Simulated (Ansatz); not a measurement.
Geometry relaxation of Ga₂₃N₂₄ (part 2 of 3)

The same run, continued: Ga₂₃N₂₄ (defect cell, 47 atoms in the cell); DFT PBE, scalar-relativistic, plane waves, PAW, spin-polarised (Ansatz 0.2.0); cutoff 420 eV, 2×2×2 k-mesh, Gaussian smearing of 0.01 eV, collinear spins. The structure derives from an entry of the Crystallography Open Database.

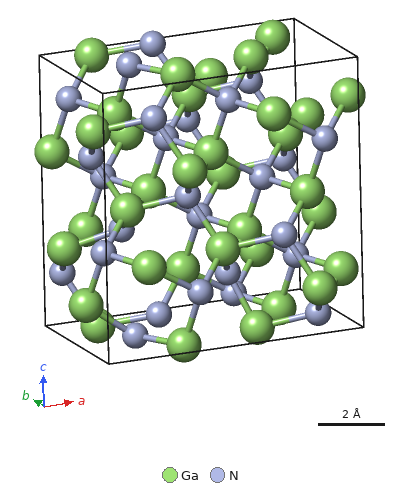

**Figure 1.** The geometry at step 2 of the log (ball-and-stick view of the cell of the calculation, seen slightly off an axis).

**Output, continued**
```
--- Forces (eV/Å), atoms counted from 1 ---
  atom   1  Ga     0.00193388    -0.00027776    -0.00610629
  atom   2  Ga    -0.00489711     0.00737488    -0.00424297
  atom   3  Ga     0.00669103     0.00449763    -0.00000874
  atom   4  Ga    -0.00186220    -0.00783931     0.00091704
  atom   5  Ga     0.00672873     0.00370029    -0.00432132
  atom   6  Ga     0.00492009     0.00156090     0.00084378
  atom   7  Ga    -0.01060363    -0.00090034    -0.00129101
  atom   8  Ga    -0.00234479     0.00149558    -0.00151666
  atom   9  Ga    -0.00005915    -0.00273254    -0.00303753
  atom  10  Ga    -0.00388656    -0.00135947     0.00480904
  atom  11  Ga     0.00133727    -0.00580944     0.01219569
  atom  12  Ga    -0.00563414     0.00062125    -0.00085720
  atom  13  Ga     0.00918586     0.00230457    -0.00231117
  atom  14  Ga    -0.00582693     0.01290722    -0.00407793
  atom  15  Ga     0.00822668     0.00819208     0.00403802
  atom  16  Ga    -0.00433141    -0.00302803     0.00390389
  atom  17  Ga    -0.00165321    -0.00498832     0.00531948
  atom  18  Ga     0.01001954     0.00305506     0.00088203
  atom  19  Ga    -0.00352226    -0.00228555    -0.00312714
  atom  20  Ga    -0.01529055    -0.00437805     0.00623857
  atom  21  Ga    -0.00020945     0.00942076     0.00659458
  atom  22  Ga     0.00282847    -0.01012734     0.00587817
  atom  23  Ga     0.01144616    -0.00455006     0.00834633
  atom  24  N     -0.00258075     0.00104503    -0.00365828
  atom  25  N      0.00050927    -0.00126951     0.00774263
  atom  26  N      0.00008565    -0.00412393     0.00139090
  atom  27  N     -0.00368594     0.00109316    -0.00326212
  atom  28  N      0.00141623     0.00421105     0.00137848
  atom  29  N      0.00357724     0.00268618     0.00003479
  atom  30  N     -0.00552716    -0.00771636    -0.00013498
  atom  31  N     -0.00304100    -0.00202959    -0.00081798
  atom  32  N      0.00568405     0.00128176    -0.00135640
  atom  33  N      0.00164926    -0.00450532    -0.00052464
  atom  34  N     -0.00194982     0.00562371    -0.00278276
  atom  35  N     -0.00116963    -0.00131882    -0.00078180
  atom  36  N      0.00414895     0.00169123     0.00083966
  atom  37  N     -0.00637571    -0.00339664    -0.00182846
  atom  38  N      0.00369882    -0.00496626     0.00353853
  atom  39  N     -0.00039333    -0.00587220    -0.00315274
  atom  40  N      0.00043412     0.00376960    -0.00207219
  atom  41  N     -0.00019516    -0.00141273    -0.00222512
  atom  42  N     -0.00225826    -0.00113311     0.00136726
  atom  43  N      0.00346963     0.00520691    -0.00230176
  atom  44  N      0.00400955    -0.00135832    -0.00440273
  atom  45  N     -0.00339572    -0.00293357    -0.00553690
  atom  46  N     -0.00120469     0.00442653    -0.00297655
  atom  47  N     -0.00008463     0.00413623    -0.00753232
  max |Σ_I F_I| component: 1.73e-5 eV/Å
--- Band table (eV; the first three rows and the last of 8) ---
  k-point 0 ↑: bands = ["-6.8398", "-6.4478", "-6.4437", "-6.4201", "-6.2591", "-6.2500", "-6.2470", "-6.2439", "-6.1614", "-6.1576", "-6.1548", "-6.1487", "-6.1443", "-6.1149", "-6.0948", "-6.0913", "-6.0826", "-6.0714", "-6.0683", "-6.0531", "-6.0441", "-6.0380", "-6.0272", "-6.0140", "-4.6839", "-4.6823", "-4.6765", "-4.6526", "-4.6521", "-4.6514", "-4.6490", "-4.6456", "-4.6437", "-4.6405", "-4.6393", "-4.6314", "-4.6266", "-4.6255", "-4.6202", "-4.6107",
      "-4.6096", "-4.6059", "-4.6040", "-4.5982", "-4.5978", "-4.5946", "-4.5914", "-4.5901", "-4.5878", "-4.5814", "-4.5805", "-4.5757", "-4.5749", "-4.5731", "-4.5674", "-4.5657", "-4.5652", "-4.5556", "-4.5519", "-4.5469", "-4.5431", "-4.5331", "-4.5304", "-4.5288", "-4.5135", "-4.5128", "-4.5062", "-4.5024", "-4.4987", "-4.4948", "-4.4909", "-4.4887", "-4.4865", "-4.4865", "-4.4862", "-4.4783", "-4.4778", "-4.4737", "-4.4732", "-4.4713",
      "-4.4607", "-4.4596", "-4.4553", "-4.4509", "-4.4464", "-4.4395", "-4.4379", "-4.4352", "-4.4341", "-4.4280", "-4.4241", "-4.4237", "-4.4174", "-4.4164", "-4.4146", "-4.4102", "-4.4061", "-4.4019", "-4.4005", "-4.4004", "-4.3909", "-4.3890", "-4.3889", "-4.3879", "-4.3785", "-4.3781", "-4.3778", "-4.3738", "-4.3693", "-4.3664", "-4.3600", "-4.3597", "-4.3517", "-4.3493", "-4.3472", "-4.3344", "-4.2271", "-4.1727", "-4.1470", "-3.9198",
      "-3.8535", "-3.8111", "-3.6306", "-3.5388", "-3.4905", "-3.4062", "-3.1878", "-3.1849", "-3.1182", "-2.8593", "-2.7812", "-2.7802", "-2.7559", "-2.7256", "-2.7245", "-2.7064", "-2.7003", "-2.6959", "-2.6128", "2.2044", "2.2050", "2.3098", "2.7526", "2.7786", "2.8443", "2.8768", "2.8789", "3.0190", "3.0253", "3.0268", "3.2612", "3.3979", "3.6242", "3.6965", "3.7342", "3.8027", "4.1614", "4.2562", "4.2986", "4.4986",
      "4.7478", "4.8306", "4.9611", "5.0106", "5.0220", "5.1920", "5.1986", "5.4767", "5.5566", "5.5712", "5.9043", "5.9856", "6.0680", "6.1098", "6.2483", "6.2599", "6.3068", "6.3349", "6.3393", "6.3612", "6.4208", "6.5423", "6.5819", "6.7118", "6.7411", "6.8312", "7.0274", "7.0804", "7.0858", "7.1295", "7.1503", "7.1955", "7.2024", "7.2711", "7.3229", "7.3301", "7.5042", "7.5131", "7.5199", "7.5858",
      "7.6264", "7.7212", "7.7581", "7.7873", "7.8842", "7.8996", "7.9990", "8.0557", "8.0847", "8.5755", "8.5786", "11.7879", "13.0378", "13.1105", "13.1206", "13.2337", "13.4879", "13.5697", "13.6753", "13.9086", "13.9181", "13.9917", "14.1081", "14.1675", "14.2284", "14.2778", "14.7375", "14.7630", "14.8555", "15.2795", "15.3664", "15.5128", "15.5470", "15.6101", "15.6742", "16.0265", "16.0438", "16.0513", "16.1536", "16.1725",
      "16.1884", "16.2149", "16.2595", "16.2630", "16.2968", "16.3879", "16.3895", "16.4653", "16.4879", "16.4989", "16.5468", "16.5941", "16.6761", "16.8084", "16.8130", "17.1623", "17.4539"]
  k-point 1 ↑: bands = ["-6.8046", "-6.4988", "-6.4538", "-6.4180", "-6.3114", "-6.2676", "-6.2552", "-6.1704", "-6.1590", "-6.1536", "-6.1438", "-6.1352", "-6.1310", "-6.1234", "-6.1052", "-6.0884", "-6.0823", "-6.0679", "-6.0614", "-6.0587", "-6.0533", "-6.0368", "-6.0245", "-6.0207", "-4.6798", "-4.6653", "-4.6617", "-4.6593", "-4.6525", "-4.6485", "-4.6474", "-4.6440", "-4.6410", "-4.6383", "-4.6360", "-4.6331", "-4.6299", "-4.6269", "-4.6233", "-4.6194",
      "-4.6191", "-4.6172", "-4.6143", "-4.6104", "-4.6058", "-4.6012", "-4.6002", "-4.5956", "-4.5895", "-4.5864", "-4.5808", "-4.5775", "-4.5731", "-4.5667", "-4.5654", "-4.5590", "-4.5490", "-4.5463", "-4.5411", "-4.5383", "-4.5336", "-4.5298", "-4.5249", "-4.5204", "-4.5187", "-4.5114", "-4.5074", "-4.5019", "-4.4995", "-4.4950", "-4.4927", "-4.4894", "-4.4873", "-4.4847", "-4.4781", "-4.4750", "-4.4699", "-4.4690", "-4.4670", "-4.4656",
      "-4.4598", "-4.4572", "-4.4554", "-4.4515", "-4.4472", "-4.4459", "-4.4437", "-4.4407", "-4.4395", "-4.4342", "-4.4303", "-4.4277", "-4.4251", "-4.4197", "-4.4121", "-4.4091", "-4.4043", "-4.3999", "-4.3976", "-4.3967", "-4.3918", "-4.3912", "-4.3882", "-4.3855", "-4.3837", "-4.3795", "-4.3756", "-4.3728", "-4.3684", "-4.3663", "-4.3619", "-4.3588", "-4.3575", "-4.3519", "-4.3417", "-4.3389", "-4.2893", "-4.2533", "-4.1947", "-3.9618",
      "-3.7630", "-3.6857", "-3.4621", "-3.4150", "-3.3347", "-3.3098", "-3.2058", "-3.1666", "-3.1367", "-3.1012", "-3.0739", "-2.9943", "-2.8877", "-2.7987", "-2.6676", "-2.6442", "-2.6038", "-2.5782", "-2.5639", "2.3354", "2.4337", "2.6284", "2.7139", "2.7777", "2.7896", "2.8087", "2.8219", "2.8608", "3.0685", "3.1874", "3.2116", "3.2569", "3.4220", "3.4633", "3.5695", "3.8813", "4.0524", "4.2129", "4.4349", "4.6615",
      "4.7027", "4.8722", "4.9775", "5.0369", "5.1094", "5.3166", "5.4261", "5.4868", "5.5316", "5.6430", "5.7523", "5.7725", "5.9420", "5.9871", "6.0912", "6.1472", "6.2215", "6.3081", "6.4113", "6.4674", "6.5810", "6.6438", "6.6785", "6.7673", "6.8742", "6.8933", "6.9486", "6.9780", "7.0049", "7.0479", "7.1247", "7.1977", "7.2810", "7.2929", "7.3226", "7.3485", "7.3693", "7.4713", "7.5412", "7.5654",
      "7.6289", "7.7275", "7.7781", "7.8212", "7.9078", "7.9980", "8.0035", "8.0727", "8.1900", "8.4695", "8.4867", "11.9623", "13.0518", "13.1604", "13.3453", "13.5014", "13.5235", "13.8548", "13.8991", "13.9175", "13.9819", "14.0678", "14.1519", "14.2459", "14.4111", "14.5225", "14.6478", "14.6866", "14.7512", "14.7834", "14.8737", "14.9142", "14.9680", "15.1731", "15.3242", "15.3868", "15.4890", "15.7110", "16.0508", "16.1161",
      "16.2713", "16.3751", "16.4862", "16.5330", "16.5707", "16.6235", "16.6868", "16.7205", "16.7778", "16.8036", "16.8646", "16.9231", "16.9446", "17.0100", "17.0842", "17.2181", "17.3207"]
  k-point 2 ↑: bands = ["-6.8046", "-6.4987", "-6.4542", "-6.4175", "-6.3115", "-6.2677", "-6.2550", "-6.1702", "-6.1591", "-6.1538", "-6.1435", "-6.1354", "-6.1307", "-6.1243", "-6.1045", "-6.0884", "-6.0823", "-6.0682", "-6.0616", "-6.0587", "-6.0530", "-6.0368", "-6.0245", "-6.0208", "-4.6798", "-4.6653", "-4.6618", "-4.6593", "-4.6526", "-4.6486", "-4.6473", "-4.6441", "-4.6410", "-4.6383", "-4.6359", "-4.6330", "-4.6300", "-4.6270", "-4.6231", "-4.6193",
      "-4.6191", "-4.6171", "-4.6144", "-4.6105", "-4.6059", "-4.6012", "-4.6002", "-4.5954", "-4.5896", "-4.5865", "-4.5808", "-4.5774", "-4.5731", "-4.5668", "-4.5654", "-4.5591", "-4.5490", "-4.5463", "-4.5410", "-4.5382", "-4.5336", "-4.5299", "-4.5250", "-4.5204", "-4.5187", "-4.5114", "-4.5075", "-4.5019", "-4.4996", "-4.4951", "-4.4925", "-4.4894", "-4.4873", "-4.4847", "-4.4781", "-4.4750", "-4.4698", "-4.4691", "-4.4669", "-4.4657",
      "-4.4598", "-4.4572", "-4.4554", "-4.4516", "-4.4471", "-4.4459", "-4.4437", "-4.4406", "-4.4395", "-4.4342", "-4.4303", "-4.4277", "-4.4250", "-4.4198", "-4.4120", "-4.4092", "-4.4044", "-4.3998", "-4.3976", "-4.3966", "-4.3919", "-4.3912", "-4.3882", "-4.3854", "-4.3838", "-4.3794", "-4.3757", "-4.3727", "-4.3683", "-4.3663", "-4.3619", "-4.3587", "-4.3577", "-4.3520", "-4.3417", "-4.3389", "-4.2893", "-4.2533", "-4.1947", "-3.9618",
      "-3.7630", "-3.6857", "-3.4620", "-3.4152", "-3.3347", "-3.3098", "-3.2058", "-3.1662", "-3.1370", "-3.1010", "-3.0739", "-2.9943", "-2.8878", "-2.7987", "-2.6675", "-2.6444", "-2.6038", "-2.5781", "-2.5639", "2.3354", "2.4337", "2.6284", "2.7138", "2.7772", "2.7896", "2.8090", "2.8221", "2.8611", "3.0685", "3.1873", "3.2111", "3.2572", "3.4222", "3.4633", "3.5695", "3.8813", "4.0521", "4.2133", "4.4347", "4.6616",
      "4.7029", "4.8722", "4.9776", "5.0369", "5.1094", "5.3160", "5.4259", "5.4872", "5.5321", "5.6427", "5.7525", "5.7726", "5.9418", "5.9870", "6.0912", "6.1469", "6.2217", "6.3082", "6.4112", "6.4674", "6.5813", "6.6437", "6.6786", "6.7676", "6.8736", "6.8934", "6.9484", "6.9780", "7.0050", "7.0476", "7.1246", "7.1978", "7.2808", "7.2926", "7.3231", "7.3491", "7.3692", "7.4716", "7.5412", "7.5653",
      "7.6288", "7.7273", "7.7781", "7.8213", "7.9077", "7.9977", "8.0035", "8.0729", "8.1901", "8.4695", "8.4867", "11.9624", "13.0514", "13.1607", "13.3453", "13.5013", "13.5235", "13.8551", "13.8993", "13.9171", "13.9816", "14.0682", "14.1517", "14.2462", "14.4111", "14.5223", "14.6475", "14.6863", "14.7510", "14.7832", "14.8741", "14.9143", "14.9679", "15.1736", "15.3241", "15.3865", "15.4890", "15.7113", "16.0505", "16.1166",
      "16.2715", "16.3750", "16.4861", "16.5328", "16.5705", "16.6236", "16.6868", "16.7206", "16.7778", "16.8033", "16.8647", "16.9237", "16.9445", "17.0100", "17.0839", "17.2178", "17.3205"]
```
